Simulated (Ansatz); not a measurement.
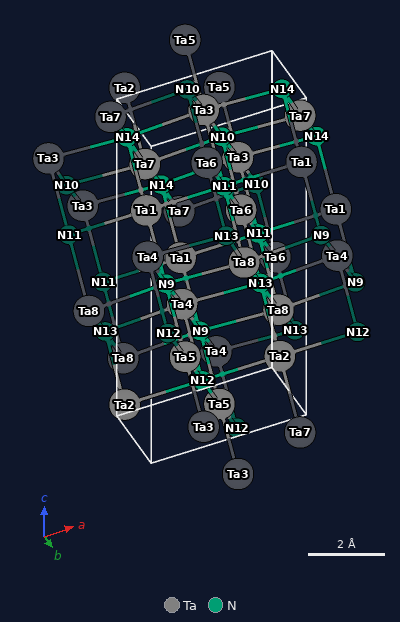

*The structure as given in the input (ball-and-stick view of the cell of the calculation, seen at an oblique angle; neighbours outside the cell are drawn fainter; atoms are numbered from 1 in the order of the input). An atom can appear more than once, as a periodic image.*

# Single-point calculation of Ta4N3

System: Ta4N3 (14 atoms in the cell).
Method: DFT PBEsol, scalar-relativistic, plane waves, PAW, no spin polarisation (Ansatz 0.2.0).

The structure derives from a Materials Project entry. It belongs to a series of runs on one base structure; here: the crystal above the cut slid by 0.5 of the vector 1 a1 + 0 a2 (4.357 Å). Figures and captions count atoms from 1; the log counts them from 0 in places.

## The input
```yaml
crystal:
  lattice:
    - [-4.3571443853, 0.0, 0.0]
    - [0.0, -4.3571443853, 0.0]
    - [-2.1785721926, 0.0, 8.5453519637]
  atoms:
    - { symbol: Ta, position: [0.1902, 0.0, 0.6196] }
    - { symbol: Ta, position: [-0.0598, 0.5, 0.1196] }
    - { symbol: Ta, position: [-0.4401768722, 0.0, 0.8803537444] }
    - { symbol: Ta, position: [0.3098231278, 0.5, 0.3803537444] }
    - { symbol: Ta, position: [0.4402, 0.0, 0.1196] }
    - { symbol: Ta, position: [-0.3098, 0.5, 0.6196] }
    - { symbol: Ta, position: [0.0705768722, 0.5, 0.8588462556] }
    - { symbol: Ta, position: [0.8205768722, 1.0, 0.3588462556] }
    - { symbol: "N", position: [0.3152, 1.0, 0.3696] }
    - { symbol: "N", position: [-0.4348, 0.5, 0.8696] }
    - { symbol: "N", position: [-0.3098, 0.0, 0.6196] }
    - { symbol: "N", position: [0.4402, 0.5, 0.1196] }
    - { symbol: "N", position: [0.8152, 0.5, 0.3696] }
    - { symbol: "N", position: [0.0652, 0.0, 0.8696] }
basis:
  ecutwfc: 420
kpoints:
  mp_grid: { grid: [9, 9, 5] }
hamiltonian:
  xc: pbesol
scf:
  occupations: { method: gaussian, width: 0.15 }
output:
  forces: true
  stress: true
  eigenvalues: true
  write_density: true
  write_potential: true
  elf: true
  volumetric_format: npy
```

Machine: 2 threads of AMD EPYC (Zen 5), 16 GiB of memory available, shared host.

Launch command:
```bash
ansatz run input.yaml --threads 2 --pin off --max-ram 5120MiB --backend cpu --events-out ev --progress --plain --runs-dir out
```

## The program's output
```
Warning: crystal.symmetry: narrowed to the stabiliser of the k-point mesh — unitary ops 4 → 2; excluded 2 operations that carry a point of the 9×9×5 mesh (shift [0, 0, 0]) off the mesh (the run samples exactly the mesh kpoints.mp_grid names, as under crystal.symmetry.detect: false, and its converged state has the mesh's symmetry, not the crystal's; ε∞, the Born charges and the force constants of a linear response (`dielectric:` by the response, `phonons.method: dfpt`) are averaged over those of the crystal's operations that the state keeps within a tolerance, where `mesh_tensors`, `unaveraged_element` or `gamma_mean_max_change_ev_ang2` stands beside them; a row that `dielectric.field_direction` solves alone is averaged likewise, with nothing beside; a Γ-centred mesh of equal divisions is mapped onto itself by every operation and keeps the whole group, as does a half-shifted one under kpoints.further_shifts: images)
Engine: ansatz 0.2.0, x86_64-unknown-linux-gnu
Pseudopotentials: kind: paw
Pseudopotential: Ta, paw, valence charge 13, recommended cutoff 420 eV (normal), Ta.paw.azcp
Pseudopotential: N, paw, valence charge 5, recommended cutoff 420 eV (normal), N.paw.azcp
Functional definition: PBEsol
  exchange = pbesol_x
  correlation = pbesol_c
Crystal: 14 atoms, lattice volume = 162.231 Å³
Basis set: ecut = 420 eV, 3177 PW (Γ), exchange–correlation on 60×60×120 points (8 copies of the dense FFT grid, shifted against one another)
Bands: 81, of which v1, the nominal top of the filled ones, is band 67 counted from 1 (66 counted from 0)
Symmetry: 2 space group operations
k-points: 115 of 405 (time reversal used)
Non-local potential: Ta, projectors of the file, l = 0: 3, l = 1: 2, l = 2: 2, l = 3: 1
Non-local potential: N, projectors of the file, l = 0: 2, l = 1: 2, l = 2: 1
PAW form: soft (Blöchl's): semilocal exchange-correlation on the pseudo side does not see the compensation charge
PAW frozen core: Ta, regenerated for the run's functional, and the local potential with it (the file was generated under x = pbe(κ = 0.804, μ = 0.2195149727645171), c = pbe(β = 0.06672455060314922))
PAW frozen core: N, regenerated for the run's functional, and the local potential with it (the file was generated under x = pbe(κ = 0.804, μ = 0.2195149727645171), c = pbe(β = 0.06672455060314922))
PAW one-centre angular grid: Ta, 590 points (default); XC on 64 Gauss nodes
PAW one-centre angular grid: N, 110 points (default); XC on 64 Gauss nodes
Initial density: superposition of atomic densities (neutral atoms: chi_scale 0, normalization atom), corrected by the library's trained network
Initial wavefunctions: pseudopotential atomic-orbital guess
Functional: x = pbesol(κ = 0.804, μ = 0.12345679012345678), c = pbesol(β = 0.046)
SCF iter   1: F=—  HF=-80726.921985 eV  |F-HF|=—  |Δ(HF+E_count)|=         —  Δρ=1.82e-2  dr2=1.22e0  ethr=1.77e-3  ⟨swp⟩=5.8  Hψ=36195  notcnv=0
preconditioner: auto → Kerker (q_TF=auto, 2.643 Å⁻¹)  [metal: Δε(μ)=0.007 eV  Ē_g=8.331 eV  σ=0.150 eV  W_gap=0.03  n_scr=48 (ndim 8)  ℏωp=24.4 eV  f_vac=0.000  D(μ)=7.68/eV (n_scr^D=60)]
SCF iter   2: F=—  HF=-80726.824579 eV  |F-HF|=—  |Δ(HF+E_count)|=   9.74e-2  Δρ=9.76e-3  dr2=3.91e-1  ethr=9.12e-4  ⟨swp⟩=1.0  Hψ=10810  notcnv=0
SCF iter   3: F=—  HF=-80726.778710 eV  |F-HF|=—  |Δ(HF+E_count)|=   4.59e-2  Δρ=1.45e-3  dr2=1.69e-2  ethr=2.91e-4  ⟨swp⟩=2.0  Hψ=9274  notcnv=0
SCF iter   4: F=—  HF=-80726.776587 eV  |F-HF|=—  |Δ(HF+E_count)|=   2.12e-3  Δρ=5.17e-4  dr2=1.16e-3  ethr=1.26e-5  ⟨swp⟩=2.1  Hψ=10538  notcnv=0
SCF iter   5: F=—  HF=-80726.776465 eV  |F-HF|=—  |Δ(HF+E_count)|=   1.22e-4  Δρ=1.45e-4  dr2=6.91e-5  ethr=8.66e-7  ⟨swp⟩=2.0  Hψ=11751  notcnv=0
SCF iter   6: F=—  HF=-80726.776767 eV  |F-HF|=—  |Δ(HF+E_count)|=   3.02e-4  Δρ=4.10e-5  dr2=5.19e-6  ethr=5.15e-8  ⟨swp⟩=2.0  Hψ=13051  notcnv=0  defer=32
SCF iter   7: F=—  HF=-80726.776766 eV  |F-HF|=—  |Δ(HF+E_count)|=   8.18e-7  Δρ=8.13e-6  dr2=2.61e-7  ethr=3.87e-9  ⟨swp⟩=2.3  Hψ=12994  notcnv=0  defer=32
SCF iter   8: F=-80726.776766 eV  HF=-80726.776766 eV  |F-HF|=5.63e-9  |Δ(HF+E_count)|=   2.94e-8  Δρ=1.79e-6  dr2=8.75e-9  ethr=7.46e-11  ⟨swp⟩=16.3  Hψ=66428  notcnv=0
SCF 1 converged in 8 iterations: F = -80726.776766 eV  dr2 = 8.75e-9
  greatest PAW one-centre occupation: 1.000 electrons in one spin orbital (limit 2), on the Ta atom at site 6 (counted from 0), in its partial waves of l = 0
SCF converged after 8 iterations
Free energy (F): -80726.776766 eV
Harris-Foulkes:  -80726.776766 eV  (|F-HF|=5.63e-9)
Internal energy: -80726.691975 eV  (E = F + TS)
E sigma→0 (E₀):  -80726.734371 eV
Entropy (-TS):   -0.084791 eV (-6.057 meV/atom)
Fermi energy:    20.316721 eV
--- Per-component energies (eV) ---
  E_band       = -487.146092
  E_kinetic    = 3757.929825
  E_local      = -4902.813506  (includes V_loc(G=0)·N_el)
  E_nonlocal   = 424.505140
  E_hartree    = 1693.037001
  E_xc         = -2107.233447
  E_vxc        = -2105.243955  (∫ρ·V_xc dr)
  E_paw        = -66923.773482  (= ΣΔE_a)
  E_vpaw       = -1047.598375  (= ΣTr[D̂ρ^β])
  E_aug_tail   = 0.001872  (compensation charges beyond the density's cutoff)
  E_ewald      = -12670.223143
  E_core_change = 1.877765  (= ΣΔE_core)
  E_smearing   = -0.084791  (= −TS)
  E_closure    = 0.000000  (closes the sum)
  Σ components = -80726.776766   (vs F -80726.776766, Δ=0.00e0)
--- Forces (eV/Å), atoms counted from 1 ---
  atom   1  Ta    -0.00180067     0.00000000     0.41273542
  atom   2  Ta     0.00303245     0.00000000     7.26496504
  atom   3  Ta    -0.00230240     0.00000000    -9.36697977
  atom   4  Ta     0.00208820     0.00000000    -0.33173182
  atom   5  Ta     0.00288323     0.00000000    11.18795023
  atom   6  Ta    -0.00096824     0.00000000     0.04705206
  atom   7  Ta    -0.00182146     0.00000000    -6.32808610
  atom   8  Ta    -0.00231813     0.00000000    -0.45557025
  atom   9  N     -0.00024278     0.00000000    -0.92028386
  atom  10  N     -0.00057191     0.00000000    -4.04470015
  atom  11  N      0.00097348     0.00000000     0.33266901
  atom  12  N     -0.00134024     0.00000000     4.15137133
  atom  13  N      0.00075236     0.00000000    -0.08352939
  atom  14  N      0.00163624     0.00000000    -1.86582660
  max |Σ_I F_I| component: 3.52e-5 eV/Å
--- Stress (GPa, compression-positive) ---
       -4.114597       0.000000      -0.006835
        0.000000      -2.767544       0.000000
       -0.006835       0.000000      48.964110
  P = ⅓ Tr σ = 14.0273 GPa (140.273 kbar)
--- Band table (eV; the first three rows and the last of 115) ---
  k-point 0: bands = ["-48.3362", "-48.2658", "-48.1907", "-47.9963", "-47.8996", "-47.6338", "-47.2238", "-47.0562", "-17.1945", "-15.7222", "-15.2951", "-15.2945", "-14.9607", "-14.9270", "-14.8736", "-14.8601", "-14.8597", "-14.7145", "-14.7067", "-14.7056", "-14.6713", "-14.5513", "-14.3141", "-14.3018", "-14.1250", "-14.0951", "-13.9330", "-13.8912", "-13.5376", "-13.4222", "-12.8144", "-12.3253", "2.4705", "3.3259", "3.4075", "3.6317", "4.2807", "5.2218", "13.1295", "13.6570", "14.1103", "14.1652", "14.2017", "14.5553", "14.9001", "14.9333", "15.2712", "15.3448", "15.5531", "15.8036", "15.8149", "15.9563", "15.9745", "16.1610", "16.2557", "16.3859", "17.0019", "17.2808", "17.3865", "17.4025", "17.6914", "18.5978", "18.6823", "18.6904", "19.1752", "19.3192", "19.3544", "19.8216", "20.3201", "20.3302", "20.3797", "21.0494", "21.4957", "21.5102", "22.3758", "22.9613", "23.0763", "23.4208", "23.4440", "23.8420", "24.0499"]
  k-point 1: bands = ["-48.3362", "-48.2657", "-48.1908", "-47.9962", "-47.8996", "-47.6338", "-47.2238", "-47.0562", "-17.1944", "-15.7201", "-15.2968", "-15.2931", "-14.9790", "-14.9188", "-14.8842", "-14.8594", "-14.8590", "-14.7147", "-14.7112", "-14.6974", "-14.6702", "-14.5359", "-14.3096", "-14.2990", "-14.1323", "-14.0965", "-13.9294", "-13.8931", "-13.5371", "-13.4220", "-12.8169", "-12.3269", "2.5126", "3.3232", "3.3598", "3.6173", "4.2895", "5.2351", "13.1149", "13.7035", "14.1172", "14.1755", "14.1906", "14.7626", "14.9033", "14.9288", "15.2939", "15.3165", "15.3180", "15.6915", "15.8004", "15.8492", "15.8694", "16.1901", "16.2236", "16.5905", "17.0653", "17.2227", "17.4696", "17.5376", "17.6425", "18.3154", "18.8258", "19.0293", "19.0623", "19.1041", "19.4155", "19.4712", "20.2048", "20.6544", "20.7138", "21.0497", "21.5256", "21.9757", "22.2666", "22.3357", "23.1967", "23.3383", "23.4443", "23.8254", "23.8479"]
  k-point 2: bands = ["-48.3361", "-48.2657", "-48.1910", "-47.9962", "-47.8996", "-47.6338", "-47.2239", "-47.0562", "-17.1943", "-15.7168", "-15.3005", "-15.2898", "-15.0055", "-14.9055", "-14.8991", "-14.8596", "-14.8555", "-14.7295", "-14.7078", "-14.6856", "-14.6688", "-14.5117", "-14.3016", "-14.2944", "-14.1445", "-14.0988", "-13.9240", "-13.8962", "-13.5363", "-13.4216", "-12.8210", "-12.3295", "2.5951", "3.2303", "3.3601", "3.5936", "4.3016", "5.2558", "13.1635", "13.7798", "14.1728", "14.1813", "14.1921", "14.5825", "14.9092", "14.9225", "15.0564", "15.2844", "15.3409", "15.7679", "15.7844", "15.8712", "15.8973", "16.1677", "16.2213", "16.9352", "17.0474", "17.2067", "17.5498", "17.6361", "17.7657", "17.8401", "18.6276", "18.6795", "18.7894", "18.9342", "19.7333", "19.7372", "20.3099", "21.0845", "21.1824", "21.4355", "21.5136", "21.6012", "22.1122", "22.6582", "23.0623", "23.1690", "23.3811", "23.5334", "23.6728"]
  k-point 114: bands = ["-48.3266", "-48.2722", "-48.1897", "-47.9930", "-47.9042", "-47.6351", "-47.2221", "-47.0585", "-17.1989", "-15.7738", "-15.4462", "-15.3534", "-15.1651", "-15.0027", "-14.9909", "-14.8054", "-14.7984", "-14.7705", "-14.7274", "-14.5895", "-14.5487", "-14.5037", "-14.3653", "-14.2108", "-14.1576", "-14.0335", "-14.0131", "-13.8356", "-13.5506", "-13.3779", "-12.8000", "-12.3142", "4.4058", "4.4775", "4.7692", "5.1863", "5.6587", "6.5827", "10.8980", "11.0549", "11.7005", "11.7953", "11.9442", "12.0545", "13.1067", "13.1573", "13.2307", "13.2651", "13.3460", "13.4656", "13.9646", "14.0374", "14.1713", "14.5413", "14.7087", "17.4911", "18.2819", "18.4225", "18.4601", "18.6391", "18.7086", "19.3742", "19.4445", "19.7290", "19.9626", "20.6635", "20.8674", "21.1476", "21.4470", "22.0500", "22.2596", "22.4717", "22.6994", "22.7636", "22.8648", "22.9517", "23.0320", "23.1980", "23.3925", "23.6903", "24.0820"]
```

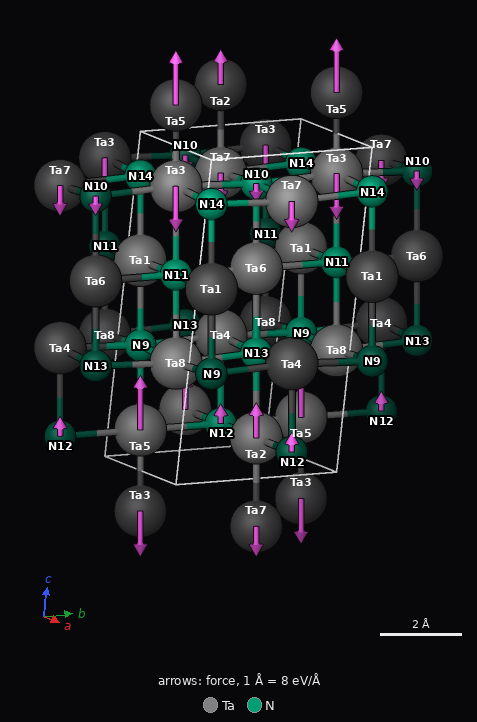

*Forces on the atoms as pink arrows (ball-and-stick view of the cell of the calculation, seen slightly off an axis; neighbours outside the cell are drawn fainter; atoms are numbered from 1 in the order of the input); the smallest are left out.*

The largest act on Ta5 (11.19 eV/Å); Ta3 (9.37 eV/Å); Ta2 (7.26 eV/Å); Ta7 (6.33 eV/Å), among others. The geometry is not a stationary point of this energy.

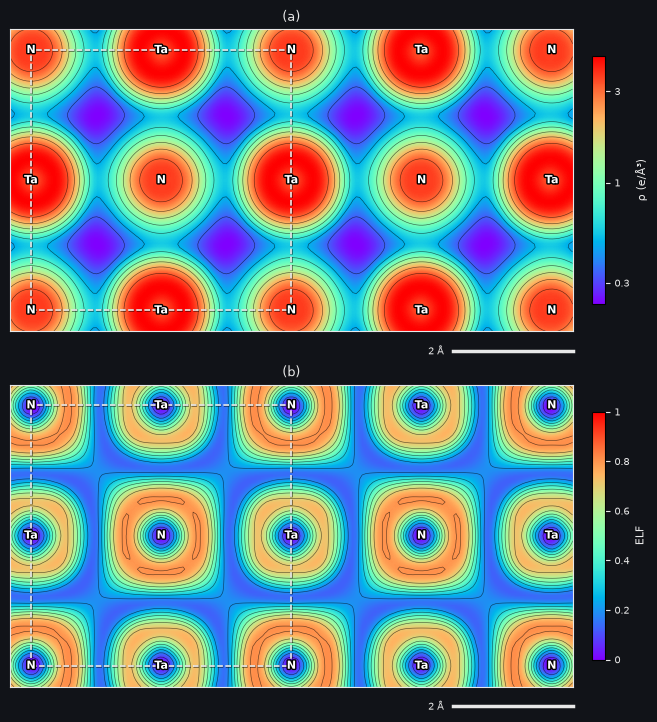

*(a) valence pseudo-density; (b) electron localisation function on the (001) plane of the conventional cell.*

Atoms in the plane: Ta and N. Ta–N (2.18 Å): the density is about 0.56 e/Å³ at the midpoint; the ELF is about 0.15 at the midpoint (no shared pair; the contact is polar). Away from the nuclei the density in this plane falls to 0.23 e/Å³ at its lowest. The strong features right at Ta lie inside the PAW spheres (semicore, d or f shells) and say nothing about bonding. Core electrons are frozen (PAW), so the fields are smoothed inside the atomic spheres.

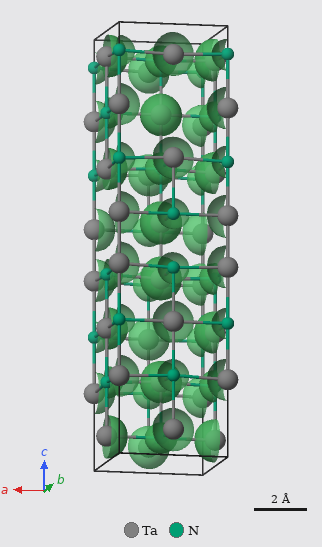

*Isosurface of the valence electron density at 1.5 e/Å³ (green), seen at an oblique angle. Sticks mark near contacts. The outline is the cell set on symmetry axes.*

At this value the density breaks into separate islands; it holds about 55 % of the electrons treated as valence (semicore included). It is pinched off along the Ta–Ta (2.04 Å), Ta–N (2.14 Å), Ta–N (2.18 Å) and Ta–Ta (2.23 Å) contacts. On the grid the lowest density along these lines, outside the cores, is 0.98 e/Å³ (Ta–Ta, 2.04 Å), 0.62 e/Å³ (Ta–N, 2.14 Å), 0.57 e/Å³ (Ta–N, 2.18 Å) and 0.87 e/Å³ (Ta–Ta, 2.23 Å).

## Key numbers

```csv
quantity,value
outcome,converged
space group (tolerance 0.01 Å),Amm2 (38)
electrons treated,134
free energy,−80726.7768 eV
Fermi energy,20.317 eV
gap on the k-point mesh,none (metallic)
pressure,14.03 GPa
largest force (length of the vector),11.188 eV/Å
wall time,28 s (CPU time 55 s)
peak memory,1.2 GiB
```

## Notes

The program warns: the k-point mesh lowers the symmetry that the run can use. Spin–orbit coupling is left out, which matters for Ta.
